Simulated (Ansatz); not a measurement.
# Si2Mo(112) (I4/mmm bulk, 18 atomic planes (those closer than 0.6 Å count as one), 11 Å, Si-terminated): simulated STM

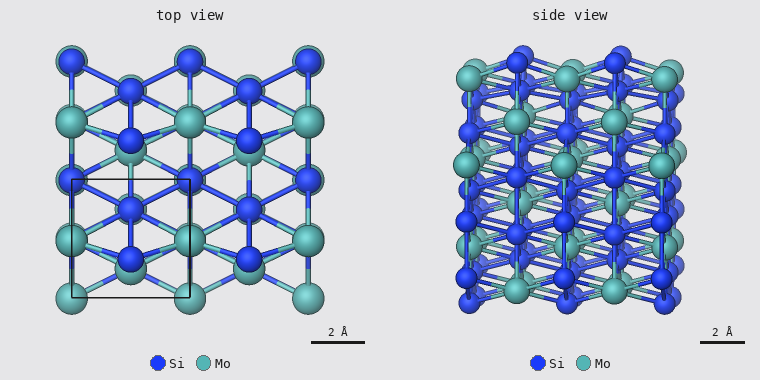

The relaxed structure from above and from the side.

Level of theory: DFT PBE, scalar-relativistic, plane waves, PAW in Ansatz. Cutoff 420 eV, 13 × 13 k-points, Gaussian smearing 0.1 eV, dipole correction. The slab is a cut without reconstruction beyond its cell, at the source's lattice constants, with its lower half held fixed and the rest relaxed. No spin polarisation. The run warns that the functional's potential is rough in the thin density of the vacuum, where the tip is; weak contrasts and barriers may feel it. On this mesh the free atoms still feel up to 0.08 eV/Å.

Images follow the Tersoff–Hamann model: the current is the local density of the sample's states between the Fermi level and the bias, at the tip's centre. Bias windows are sharp sums over the levels of the k mesh.

```xyz
18
Lattice="4.5255 0.0000 0.0000 0.0000 4.5353 0.0000 0.0000 0.0000 31.1150" Properties=species:S:1:pos:R:3 pbc="T T T"
Si    0.0000    2.2667   10.0000
Mo    2.2627    1.1289   10.6550
Si    0.0000    4.5265   11.3099
Si    2.2627    3.3956   11.9610
Mo    0.0000    2.2579   12.6160
Si    2.2627    1.1201   13.2710
Si    0.0000    4.5245   13.9220
Mo    2.2627    3.3868   14.5770
Si    0.0000    2.2491   15.2320
Si    2.2627    1.1009   15.9121
Mo    0.0000    4.5026   16.5541
Si    2.2627    3.3671   17.2070
Si    0.0000    2.2205   17.8848
Mo    2.2627    1.0970   18.4997
Si    0.0000    4.4915   19.2811
Si    2.2627    3.3632   19.7788
Mo    0.0000    2.1681   20.4132
Si    2.2627    1.4682   21.2014
```

Part 1: One image

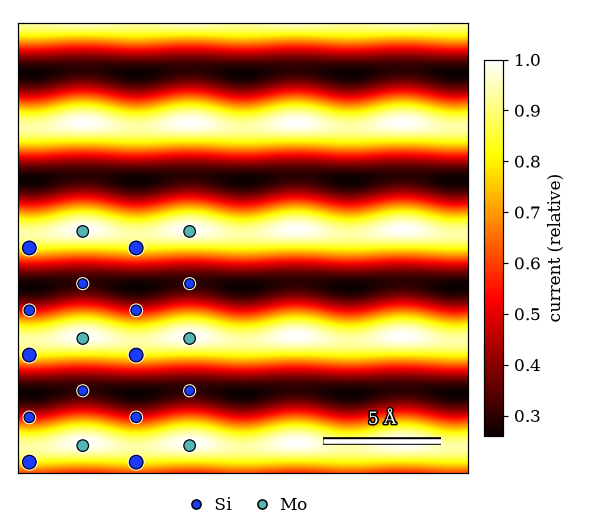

Constant-height image 4.5 Å above the topmost atom of this surface, sample bias +0.25 V. The atoms seen from above are drawn over one corner (deeper ones smaller).

> Assign the bright and dark features to the surface structure.

The brightest spots lie over the Mo atoms 0.8 Å below the top plane; the darkest points are over points 1.7 Å to the side of the top Si atoms. The brightest point carries 3.9 times the current of the darkest.

Part 2: Approach curves

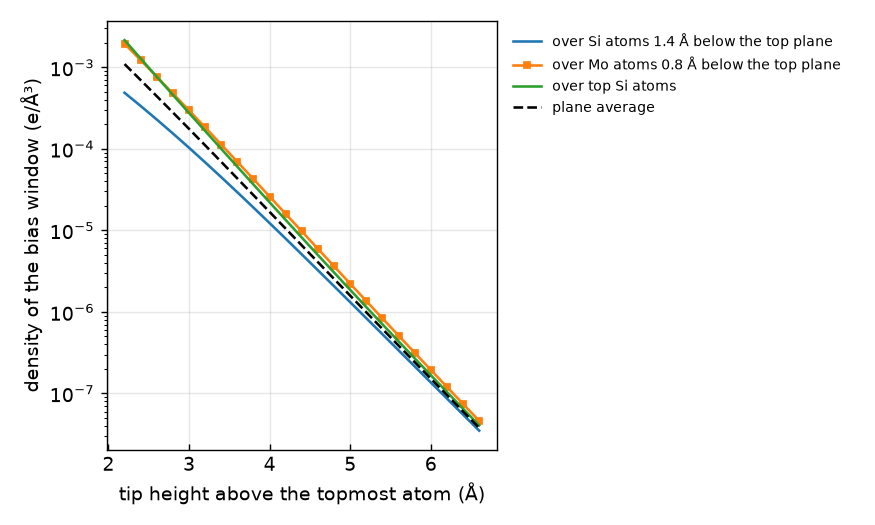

Approach curves over this surface at a sample bias of +1.00 V.

> Estimate the decay constant and the apparent barrier, and compare with the vacuum level, which the run puts 4.73 eV above zero bias.

Near 4 Å the plane average falls as exp(−2.36 z/Å), a factor of 11 per ångström, which gives an apparent barrier of 5.3 eV (0.952 eV Å² times the slope squared). The upper edge of the window lies 3.73 eV under the vacuum level. The apparent barrier is above 3.73 eV. At 4 Å the 0.50 eV of states nearest the upper edge carry 53 % of the density. The value exceeds even the 4.73 eV between the vacuum level and the deepest states of the window, so their depth alone doesn't explain it. States away from the zone centre decay faster, since their momentum along the surface adds to the barrier, and that may account for the rest.

Part 3: Barrier map

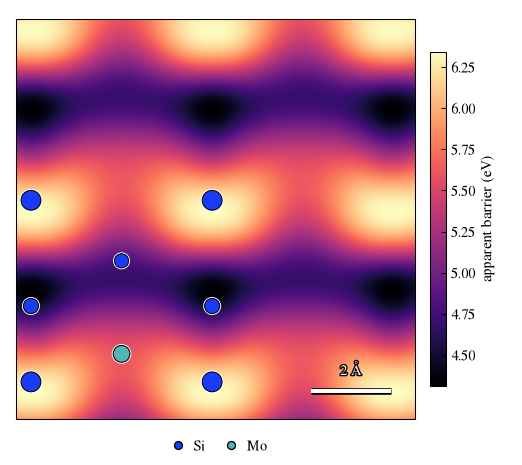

Map of the apparent barrier height, 0.952 eV Å² × (d ln I/dz)², 3.0 Å above this surface at −0.25 V; lighter colours are higher.

> Where is the apparent barrier highest and lowest, and over what range?

It is highest, 6.3 eV, over the top Si atoms, and lowest, 4.3 eV, over the Si atoms 1.4 Å below the top plane. The vacuum level lies 4.73 eV above zero bias.

Part 4: Bias series

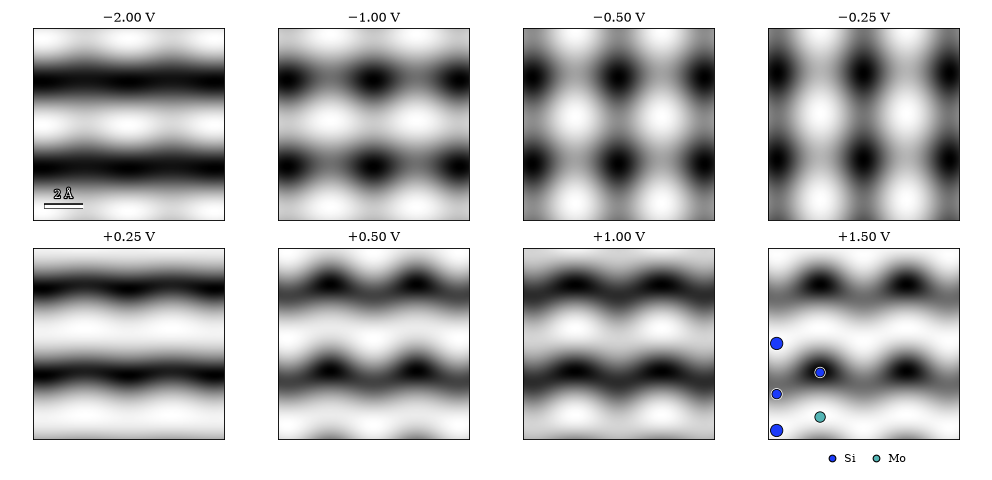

Constant-current images of this surface at 8 sample biases, each on its own colour scale; the last has the atoms seen from above drawn over one corner (deeper ones smaller).

> How do the images change with bias?

```json
{"bias": "−2.00 V", "set point (e/Å³)": "4.6 × 10⁻⁶", "corrugation": "25 pm", "brightest over": "top Si atoms"}
{"bias": "−1.00 V", "set point (e/Å³)": "2.5 × 10⁻⁶", "corrugation": "28 pm", "brightest over": "Mo atoms 0.8 Å below the top plane"}
{"bias": "−0.50 V", "set point (e/Å³)": "1.3 × 10⁻⁶", "corrugation": "33 pm", "brightest over": "Mo atoms 0.8 Å below the top plane"}
{"bias": "−0.25 V", "set point (e/Å³)": "7.8 × 10⁻⁷", "corrugation": "40 pm", "brightest over": "Mo atoms 0.8 Å below the top plane"}
{"bias": "+0.25 V", "set point (e/Å³)": "9.1 × 10⁻⁷", "corrugation": "61 pm", "brightest over": "Mo atoms 0.8 Å below the top plane"}
{"bias": "+0.50 V", "set point (e/Å³)": "2.4 × 10⁻⁶", "corrugation": "46 pm", "brightest over": "top Si atoms"}
{"bias": "+1.00 V", "set point (e/Å³)": "5.2 × 10⁻⁶", "corrugation": "39 pm", "brightest over": "Mo atoms 0.8 Å below the top plane"}
{"bias": "+1.50 V", "set point (e/Å³)": "7.4 × 10⁻⁶", "corrugation": "39 pm", "brightest over": "Mo atoms 0.8 Å below the top plane and top Si atoms"}
```

The slab has states at the Fermi level, so this model gives a current down to small biases. Its work function (top face) is 4.73 eV.
